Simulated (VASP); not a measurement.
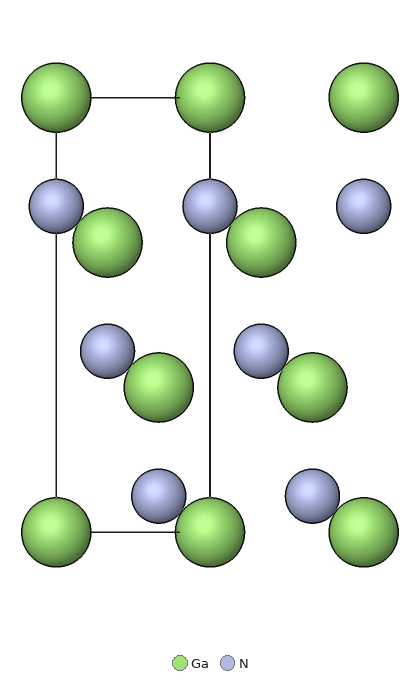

Projection along an edge of the hexagonal mesh, stacking direction [111] upwards. Every atom sits on one of the three columns of the mesh; call them A, B, C in the order in which they first turn up. The box is the hexagonal cell of the face-centred cubic lattice. The sequence starts with the first layer at or above the cell's origin.

The compound is GaN, taken as a cell listed in the Materials Project, as set up for an electronic-structure calculation.

**Read off the stacking sequence over one period.**

Ga(A) – N(B) – Ga(B) – N(C) – Ga(C) – N(A) (six layers in 7.81 Å).

**How are the N layers alone stacked?**

N layers alone: BCA, the cubic close-packed type.

**Which positions between or in the N layers do the other atoms fill?**

Ga: three tetrahedral sites, counted in one hexagonal cell.

**What short polytype symbol fits?**

Polytype symbol 3C, the symbol of a tetrahedral polytype (number of double layers in the repeat and lattice).
